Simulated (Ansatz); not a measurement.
System: Al$_{7}$As$_{8}$ (cell with a defect).

```
Al As
1.0
     0.00000    5.72791   -5.72791
     5.72791    5.72791    0.00000
     5.72791    0.00000   -5.72791
Al As
7 8
Direct
  0.99979 0.50021 0.49979
  0.50021 0.99979 0.49979
  0.50021 0.50021 0.49979
  0.99979 0.99979 0.00021
  0.99979 0.50021 0.00021
  0.50021 0.99979 0.00021
  0.50000 0.50000 0.00000
  0.12408 0.12408 0.12775
  0.12506 0.62498 0.12498
  0.62498 0.12506 0.12498
  0.62498 0.62498 0.12498
  0.12408 0.12408 0.62408
  0.12408 0.62775 0.62408
  0.62775 0.12408 0.62408
  0.62498 0.62498 0.62506
```

Spin-polarised.

Computed with DFT PBE, scalar-relativistic, plane waves, PAW in Ansatz 0.2.0.

### What will maps of the valence pseudo-density and electron localisation function show?

Al–As (2.48 Å): ρ at the midpoint is about 0.46 e/Å³; the ELF peaks at about 0.90 between the atoms.

### Metal or insulator at this level of theory?

It is metallic or semimetallic at this level of theory: no gap opens.

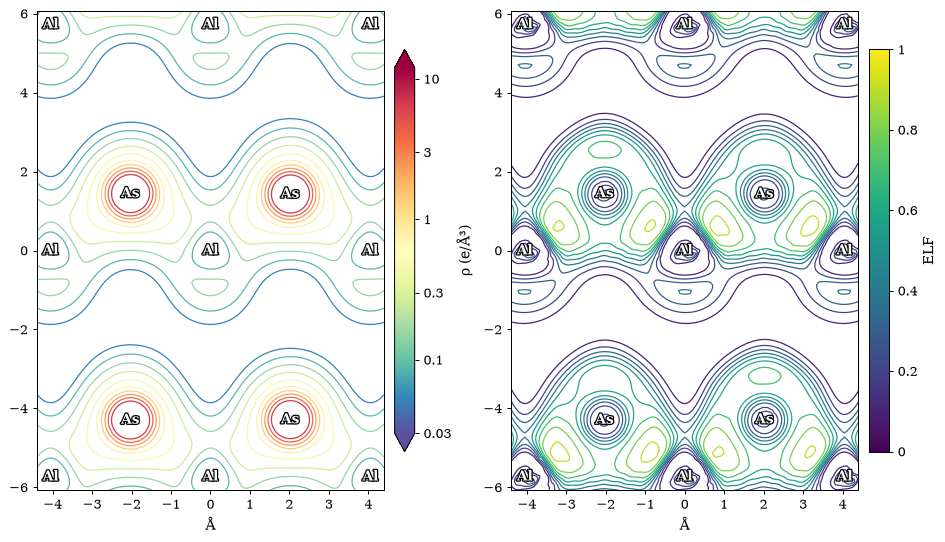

Computed valence pseudo-density and electron localisation function on the (011̄) plane of the calculation cell, in this order. 

Core electrons are frozen (PAW), and the valence fields are smoothed inside the atomic spheres.
